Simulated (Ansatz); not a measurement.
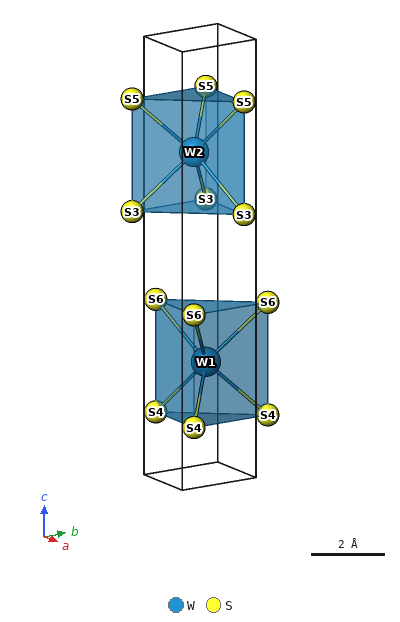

**Figure 1.** The structure as given in the input (polyhedral view of the cell of the calculation, seen slightly off an axis; polyhedra are completed across the faces of the cell; atoms are numbered from 1 in the order of the input).

**Two runs on WS₂**

System: WS₂ (P6₃/mmc, 6 atoms in the cell).
Method of the first run: DFT LDA, scalar-relativistic, plane waves, PAW, no spin polarisation (Ansatz 0.2.0).

The structure derives from a Materials Project entry. Text and figures count atoms from 1; the logs count them from 0 in places.

### Input, the first run
```yaml
crystal:
  lattice:
    - [3.1267849874, 2.8e-09, 0.0]
    - [-1.5633924962, 2.7078752298, 0.0]
    - [0.0, 0.0, 12.162700499]
  atoms:
    - { symbol: W, position: [0.3333333333, 0.6666666667, 0.25] }
    - { symbol: W, position: [0.6666666667, 0.3333333333, 0.75] }
    - { symbol: S, position: [0.3333333333, 0.6666666667, 0.6215753874] }
    - { symbol: S, position: [0.6666666667, 0.3333333333, 0.1215753874] }
    - { symbol: S, position: [0.3333333333, 0.6666666667, 0.8784246126] }
    - { symbol: S, position: [0.6666666667, 0.3333333333, 0.3784246126] }
basis:
  ecutwfc: 420
kpoints:
  mp_grid: { grid: [12, 12, 4] }
hamiltonian:
  xc: lda
scf:
  occupations: { method: gaussian, width: 0.02 }
output:
  forces: true
  stress: true
  eigenvalues: true
  write_density: true
  write_potential: true
  elf: true
  volumetric_format: npy
relax:
  adjacent_minimum: "off"
  f_tol: 0.005
  max_steps: 80
  cell: { stress_tol: 0.05 }
```

Command:
```bash
ansatz run input.yaml --threads 4 --pin off --max-ram 8192MiB --backend cpu --events-out ev --progress --plain --runs-dir out
```

Hardware: 4 threads of AMD EPYC (Zen 3), 189 GiB of memory available, shared host.

### Output, shortened to warnings, some set-up lines, iterations and results (the first run)
```
Basis set: ecut = 420 eV, 2009 PW (Γ)
Symmetry: 24 space group operations
k-points: 57 of 576
Initial density: superposition of atomic densities (neutral atoms: chi_scale 0, normalization atom), corrected by the library's trained network
[...]
SCF iter   1: F=—  HF=-23743.405491 eV  |F-HF|=—  |Δ(HF+E_count)|=         —  Δρ=9.93e-3  dr2=1.49e-1  ethr=1.77e-3  ⟨swp⟩=6.6  Hψ=8653  notcnv=0
SCF iter   2: F=—  HF=-23743.381821 eV  |F-HF|=—  |Δ(HF+E_count)|=   2.37e-2  Δρ=4.04e-3  dr2=7.71e-3  ethr=2.87e-4  ⟨swp⟩=2.6  Hψ=2780  notcnv=0  defer=82
SCF iter   3: F=—  HF=-23743.381348 eV  |F-HF|=—  |Δ(HF+E_count)|=   4.73e-4  Δρ=2.24e-3  dr2=2.62e-3  ethr=1.48e-5  ⟨swp⟩=2.1  Hψ=2229  notcnv=0  defer=82
SCF iter   4: F=—  HF=-23743.381179 eV  |F-HF|=—  |Δ(HF+E_count)|=   1.69e-4  Δρ=2.85e-4  dr2=1.49e-4  ethr=5.04e-6  ⟨swp⟩=2.2  Hψ=2582  notcnv=0  defer=82
SCF iter   5: F=—  HF=-23743.381167 eV  |F-HF|=—  |Δ(HF+E_count)|=   1.25e-5  Δρ=5.55e-5  dr2=5.97e-6  ethr=2.87e-7  ⟨swp⟩=2.0  Hψ=2288  notcnv=0  defer=82
[...]
SCF 1 converged in 7 iterations: F = -23743.381168 eV  dr2 = 5.42e-9
[...]
SCF iter   2: F=—  HF=-23743.381168 eV  |F-HF|=—  |Δ(HF+E_count)|=   6.55e-7  Δρ=1.32e-6  dr2=1.68e-9  ethr=1.02e-11  ⟨swp⟩=4.0  Hψ=5205  notcnv=0
SCF iter   3: F=—  HF=-23743.381168 eV  |F-HF|=—  |Δ(HF+E_count)|=  6.84e-10  Δρ=6.07e-7  dr2=4.27e-10  ethr=3.23e-12  ⟨swp⟩=1.1  Hψ=1827  notcnv=0
SCF iter   4: F=-23743.381168 eV  HF=-23743.381168 eV  |F-HF|=1.46e-11  |Δ(HF+E_count)|=  2.47e-10  Δρ=1.63e-7  dr2=2.75e-11  ethr=1.00e-12  ⟨swp⟩=6.4  Hψ=9750  notcnv=0
SCF 2 converged in 4 iterations: F = -23743.381168 eV  dr2 = 2.75e-11
relax step   2: F+E_penalty+E_count = -23743.38116782 eV  Δ(F+E_penalty+E_count) = -1.644e-9 eV  max|allowed force component| = 1.632e-3 eV/Å  Δτ_max = 0.0000 Å  P = +0.001 …
basis re-selected at this cell: Δ(F+E_penalty+E_count) = -1.644e-9 eV, ΔP = +0.000 GPa vs the last step (what re-selecting the basis moved, of the pressure what is left beyond the Pulay correction that the steps carried, after the strain that the cell walked since its last selection, with what the …
SCF converged after 4 iterations
Free energy (F): -23743.381168 eV
Harris-Foulkes:  -23743.381168 eV  (|F-HF|=1.46e-11)
Internal energy: -23743.381168 eV  (E = F + TS)
E sigma→0 (E₀):  -23743.381168 eV
Fermi energy:    12.473098 eV
--- Per-component energies (eV) ---
  E_band       = -358.889221
  E_kinetic    = 1340.382667
  E_local      = -3429.447483  (includes V_loc(G=0)·N_el)
  E_nonlocal   = 130.611339
  E_hartree    = 1358.722636
  E_xc         = -919.676575
  E_vxc        = -834.681755  (∫ρ·V_xc dr)
  E_paw        = -18894.945779  (= ΣΔE_a)
  E_vpaw       = -283.199204  (= ΣTr[D̂ρ^β])
  E_aug_tail   = -0.000130  (compensation charges beyond the density's cutoff)
  E_ewald      = -3330.206937
  E_core_change = 1.179096  (= ΣΔE_core)
  E_smearing   = -0.000000  (= −TS)
  E_closure    = -0.000000  (closes the sum)
  Σ components = -23743.381168   (vs F -23743.381168, Δ=0.00e0)
--- Forces (eV/Å), atoms counted from 1 ---
  atom   1  W     -0.00000000    -0.00000000    -0.00000000
  atom   2  W      0.00000000     0.00000000     0.00000000
  atom   3  S     -0.00000000    -0.00000000    -0.00163181
  atom   4  S      0.00000000     0.00000000    -0.00163181
  atom   5  S     -0.00000000    -0.00000000     0.00163181
  atom   6  S      0.00000000     0.00000000     0.00163181
  max |Σ_I F_I| component: 1.85e-17 eV/Å
--- Stress (GPa, compression-positive) ---
        0.003993       0.000000      -0.000000
        0.000000       0.003993      -0.000000
       -0.000000      -0.000000      -0.005340
  P = ⅓ Tr σ = 0.0009 GPa (0.009 kbar)
--- Relaxed structure (1 steps of the walk, 1 accepted, 1 SCFs on fresh bases) ---
  F+E_penalty+E_count = -23743.38116782 eV   max|allowed force component| = 1.632e-3 eV/Å   (the final SCF, on the basis selected at the relaxed cell)
  cell:  # Å, volume = 102.9809 Å³
    - [3.12678498736524, 2.843375804577182e-9, 0.0]
    - [-1.5633924961450554, 2.7078752298084154, 0.0]
    - [0.0, 0.0, 12.162700499]
  atoms:
[...]
```

The input of the second run differs as follows (lines with − go, lines with + come):
```diff
+  xc_grid: 1
+  hubbard: { sites: [{ species: W, l: d, u_eff: 6.0 }], double_counting: amf }
+  n_extra_bands: 4
-  write_density: true
-  write_potential: true
-  elf: true
-  volumetric_format: npy
```

What does this change do to the results?

The total energies belong to different models, so their difference says nothing on which is more stable or more accurate. The gap on the mesh goes from 0.84 to 1.04 eV. The SCF takes 31 iterations over all geometry steps against 11. On the same kind of shared host the second run took about 3 times as long. The two runs start from different initial densities, which also moves the count.

### Output, shortened to warnings, some set-up lines, iterations and results (the second run)
```
Basis set: ecut = 420 eV, 2009 PW (Γ)
Symmetry: 24 space group operations
k-points: 57 of 576
Initial density: superposition of atomic densities (chi_scale 0.1, normalization cell, long waves of neutral atoms under a Hubbard term (reshape's long-wave potential 0.03 eV rms, cloud 2.67 Å wide))
[...]
SCF iter   1: F=—  HF=-23744.358788 eV  |F-HF|=—  |Δ(HF+E_count)|=         —  Δρ=4.13e-2  dr2=3.39e0  ethr=3.10e-3  ⟨swp⟩=6.1  Hψ=7945  notcnv=0
SCF iter   2: F=—  HF=-23743.738019 eV  |F-HF|=—  |Δ(HF+E_count)|=   6.21e-1  Δρ=2.33e-2  dr2=9.57e-1  ethr=3.10e-3  ⟨swp⟩=2.2  Hψ=2852  notcnv=0
SCF iter   3: F=—  HF=-23743.516058 eV  |F-HF|=—  |Δ(HF+E_count)|=   2.22e-1  Δρ=4.51e-3  dr2=3.55e-2  ethr=1.84e-3  ⟨swp⟩=2.6  Hψ=2985  notcnv=0
SCF iter   4: F=—  HF=-23743.515418 eV  |F-HF|=—  |Δ(HF+E_count)|=   6.40e-4  Δρ=2.62e-3  dr2=1.16e-2  ethr=6.83e-5  ⟨swp⟩=3.2  Hψ=3255  notcnv=0
SCF iter   5: F=—  HF=-23743.514559 eV  |F-HF|=—  |Δ(HF+E_count)|=   8.59e-4  Δρ=5.42e-4  dr2=4.09e-4  ethr=2.23e-5  ⟨swp⟩=2.1  Hψ=2666  notcnv=0
[... 31 lines ...]
SCF iter   3: F=—  HF=-23743.515491 eV  |F-HF|=—  |Δ(HF+E_count)|=   1.41e-7  Δρ=6.16e-7  dr2=3.21e-10  ethr=1.36e-11  ⟨swp⟩=2.5  Hψ=2528  notcnv=0
SCF iter   4: F=—  HF=-23743.515491 eV  |F-HF|=—  |Δ(HF+E_count)|=  1.13e-10  Δρ=3.08e-7  dr2=7.48e-11  ethr=1.00e-12  ⟨swp⟩=5.5  Hψ=6741  notcnv=0
SCF iter   5: F=-23743.515491 eV  HF=-23743.515491 eV  |F-HF|=1.82e-11  |Δ(HF+E_count)|=  5.09e-11  Δρ=1.00e-7  dr2=3.05e-11  ethr=1.00e-12  ⟨swp⟩=4.9  Hψ=6070  notcnv=0
SCF 5 converged in 5 iterations: F = -23743.515491 eV  dr2 = 3.05e-11
relax step   5: F+E_penalty+E_count = -23743.51549068 eV  Δ(F+E_penalty+E_count) = +4.534e-6 eV  max|allowed force component| = 6.520e-4 eV/Å  Δτ_max = 0.0000 Å  P = +0.013 …
basis re-selected at this cell: Δ(F+E_penalty+E_count) = +4.534e-6 eV, ΔP = +0.000 GPa vs the last step (what re-selecting the basis moved, of the pressure what is left beyond the Pulay correction that the steps carried, after the strain that the cell walked since its last selection, with what the …
SCF converged after 5 iterations
Free energy (F): -23743.515491 eV
Harris-Foulkes:  -23743.515491 eV  (|F-HF|=1.82e-11)
Internal energy: -23743.515491 eV  (E = F + TS)
E sigma→0 (E₀):  -23743.515491 eV
Fermi energy:    12.288258 eV
--- Per-component energies (eV) ---
  E_band       = -359.356553
  E_kinetic    = 1340.089573
  E_local      = -3400.801532  (includes V_loc(G=0)·N_el)
  E_nonlocal   = 130.691373
  E_hartree    = 1344.394052
  E_xc         = -919.593308
  E_vxc        = -834.570357  (∫ρ·V_xc dr)
  E_hubbard    = -0.213102  (on-site DFT+U / exact-exchange correction)
  E_vhub       = -0.426204  (the Hubbard potential's part of the band-sum identity)
  E_paw        = -18894.897161  (= ΣΔE_a)
  E_vpaw       = -283.127072  (= ΣTr[D̂ρ^β])
  E_aug_tail   = -0.000126  (compensation charges beyond the density's cutoff)
  E_ewald      = -3344.364354
  E_core_change = 1.179096  (= ΣΔE_core)
  E_smearing   = -0.000000  (= −TS)
  E_closure    = -0.000000  (closes the sum)
  Σ components = -23743.515491   (vs F -23743.515491, Δ=0.00e0)
DFT+U double counting: amf (around mean field; hamiltonian.hubbard.double_counting)
--- Forces (eV/Å), atoms counted from 1 ---
  atom   1  W     -0.00000000     0.00000000     0.00000000
  atom   2  W      0.00000000    -0.00000000     0.00000000
  atom   3  S     -0.00000000     0.00000000     0.00065204
  atom   4  S      0.00000000    -0.00000000     0.00065204
  atom   5  S     -0.00000000     0.00000000    -0.00065204
  atom   6  S      0.00000000    -0.00000000    -0.00065204
  max |Σ_I F_I| component: 1.27e-17 eV/Å
--- Stress (GPa, compression-positive) ---
        0.012240       0.000000      -0.000000
        0.000000       0.012240      -0.000000
       -0.000000      -0.000000       0.014065
  P = ⅓ Tr σ = 0.0128 GPa (0.128 kbar)
Occupation matrices written to [file]
[...]
```

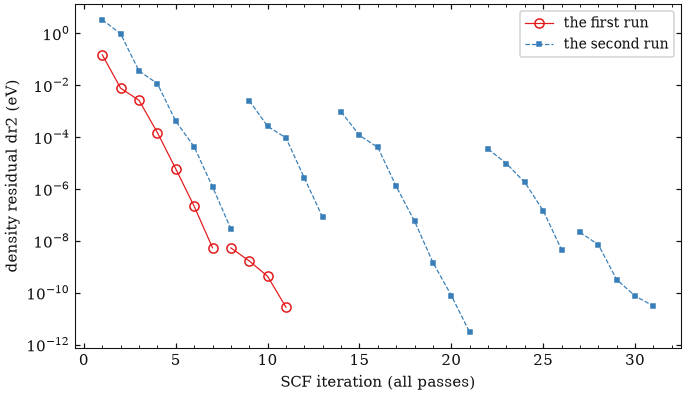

**Figure 2.** Convergence of the two runs: density residual dr2 against the SCF iteration. A break in a curve parts two SCF passes. The first run takes 11 iterations in all, and the second run takes 31.

### The two runs side by side

| quantity | the first run | the second run |
| --- | --- | --- |
| outcome | converged | converged |
| free energy per atom (eV) | −3957.2302 | −3957.2526 |
| gap on the mesh (eV) | 0.84 | 1.04 |
| pressure (GPa) | 0.00 | 0.01 |
| largest force (eV/Å) | 0.002 | 0.001 |
| SCF iterations | 11 | 31 |
| irreducible k-points | 57 | 57 |
| wall time (shared host) | 17 s | 50 s |

For both runs: Spin–orbit coupling is left out, which matters for W.
